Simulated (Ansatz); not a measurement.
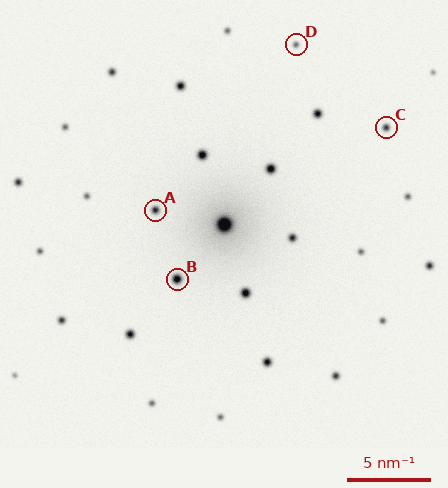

Computed electron diffraction pattern, 200 kV, single scattering only, B = 1 Å². The zone axis points towards the electron source and the pattern is seen from the source side.

Crystal: Ir, space group P6_3/mmc (No. 194), a = 2.74 Å, c = 8.95 Å (hexagonal axes). Structure: coordinates from a relaxation with DFT, PBE, plane waves (420 eV) with PAW, scalar-relativistic (Ansatz); the starting structure was generated, so it need not be a known form of this composition.

```csv
atom,site,symmetry,x,y,z
Ir,2a,-3m.,0.0000,0.0000,0.0000
Ir,2c,-6m2,0.3333,0.6667,0.2500
```

Spot A is indexed 0 -1 0 and spot B 1 -1 -1.

**Give hkl for C, D.**

C = −A − 2B = -2 3 2 (d = 0.879 Å). D = A − 3B = -3 2 3 (d = 0.859 Å).

**Which zone axis is this?**

The cross product of A and B is parallel to [101]; every spot obeys hu + kv + lw = 0.

**What are the spacings of A and B and the angle between them?**

d(A) = 2.372 Å, d(B) = 2.293 Å, and the angle is 61.1°.
